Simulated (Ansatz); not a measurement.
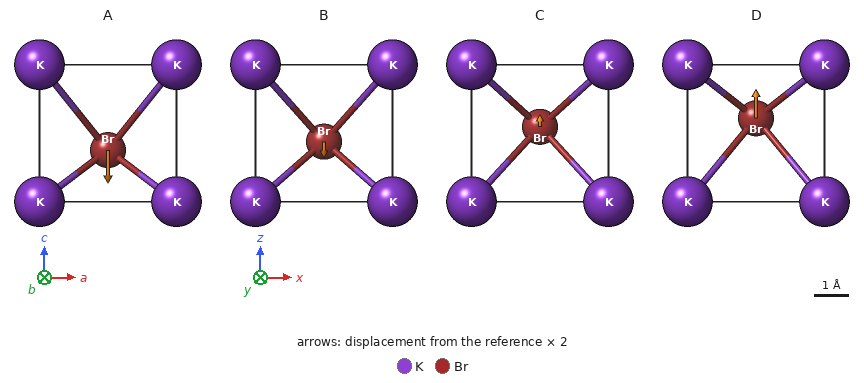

A scan of a crystal of KBr (Pm-3m) along one coordinate. A ball-and-stick model of the cell of the calculation, seen along the b axis. Orange arrows: displacements from the reference.

Theory: DFT PBEsol, scalar-relativistic, plane waves, PAW (Ansatz). (plane-wave cutoff 420 eV; k-point mesh 6 × 6 × 6; occupations gaussian; smearing width 0.05 eV; no spin polarisation). Energies (free energies at the smearing named) are counted from the cell as listed in its source, which wasn't relaxed.

**Which coordinate changes from frame to frame?**

The whole Br sublattice is shifted rigidly, along Cartesian [0 0 1], all else fixed. In the frames the displacement is −0.50 Å (A), −0.25 Å (B), 0.1875 Å (C), 0.4375 Å (D). Their energies are 55.1 meV/cell, 13.1 meV/cell, 7.3 meV/cell, 41.6 meV/cell.
